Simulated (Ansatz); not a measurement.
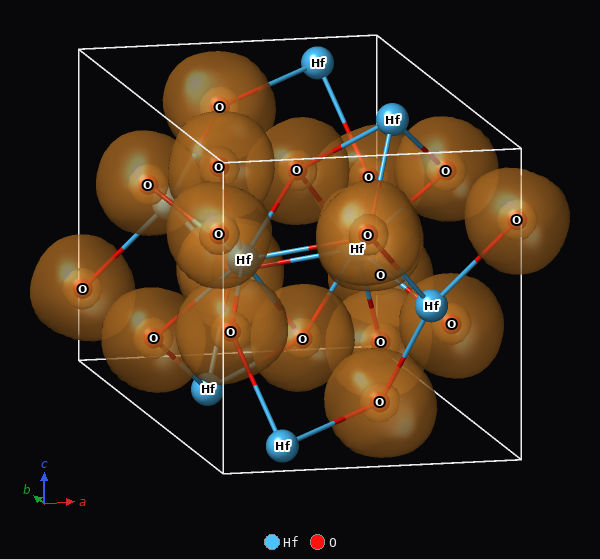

HfO2. Isosurface of the electron localisation function at 0.65 (orange), seen slightly off an axis. Core shells and regions of very low density are left out. Sticks mark near contacts.

Space group Pbca.

Theory: Ansatz, DFT PBEsol, scalar-relativistic, plane waves, PAW.

In a PAW calculation such maps are meaningful between the atoms, not at the nuclei.

> Identify the bonds, lone pairs and shells in this picture.

The surface consists of 16 regions wrapped around O (the valence shell of each), counted in one cell of 24 atoms. Regions shared between cells count once.

Values along the shortest contacts:
Hf–O (2.04 Å): the ELF peaks at about 0.85 in the valence shell of O, 0.6 Å from its nucleus, and drops to about 0.20 between the two atoms: no shared electron pair shows on this line. Hf–O (2.11 Å): the ELF peaks at about 0.85 in the valence shell of O, 0.6 Å from its nucleus, and drops to about 0.20 between the two atoms: no localised pair shows between them.

> Metal or insulator at this level of theory?

It is gapped, with a Kohn–Sham gap of 4.3 eV on the k-point mesh, an upper bound to the gap of this method.
